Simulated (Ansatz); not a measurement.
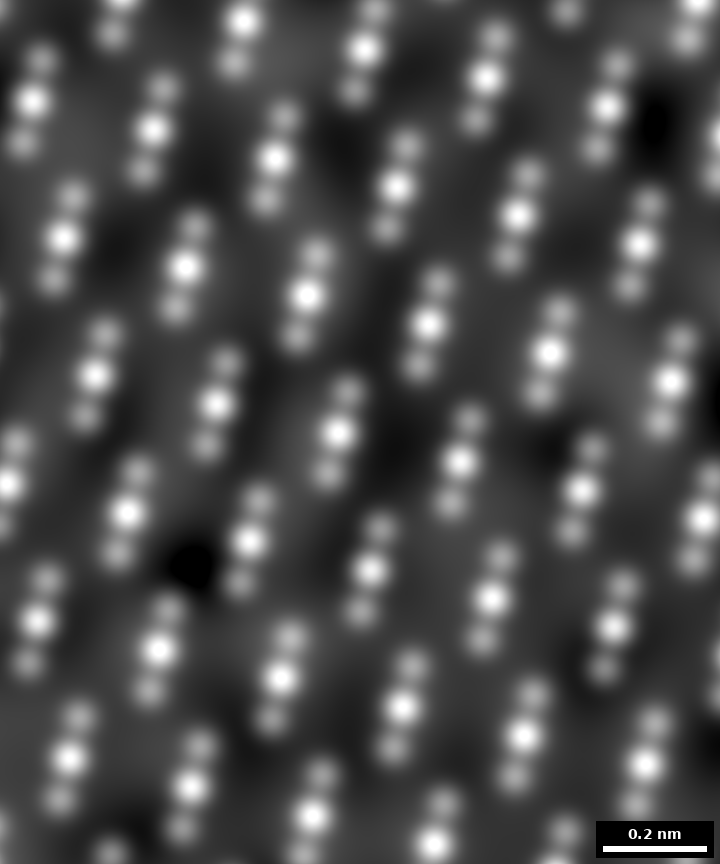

HAADF-like image of Pd (P6_3/mmc, No. 194). Simulation: incoherent imaging, intensity Z^1.7 per atom, probe width 0.57 Å, thin sample. The probe carries 25 % of its weight in a tail 2.5 times as wide. The display is stretched by a gamma of 0.8; percentages refer to the linear signal. The speckle of an amorphous layer was added. Structure used: the geometry given to an electronic-structure calculation, possibly off equilibrium; the starting structure was generated, so it need not be a known form of this composition.

```cif
data_structure
_symmetry_space_group_name_H-M 'P 1'
_symmetry_Int_Tables_number 1
_cell_length_a 2.8347
_cell_length_b 2.8347
_cell_length_c 9.4111
_cell_angle_alpha 90.000
_cell_angle_beta 90.000
_cell_angle_gamma 120.000
_cell_volume 65.49
loop_
_atom_site_label
_atom_site_type_symbol
_atom_site_fract_x
_atom_site_fract_y
_atom_site_fract_z
_atom_site_occupancy
Pd1 Pd 0.00000 0.00000 0.00000 1
Pd2 Pd 0.00000 0.00000 0.50000 1
Pd3 Pd 0.33333 0.66667 0.25000 1
Pd4 Pd 0.66667 0.33333 0.75000 1
```

**Along which zone axis is the crystal seen: [201], [421], [310] or [100]? (Directions equivalent by symmetry count as one.)**

[201]. The projected cells are 2.43 × 2.74 Å, 116° for [201]; 2.21 × 2.21 Å, 100° for [421]; 0.93 × 9.41 Å, 90° for [310]; 2.45 × 9.41 Å, 90° for [100], and the image repeats as the [201] one does.
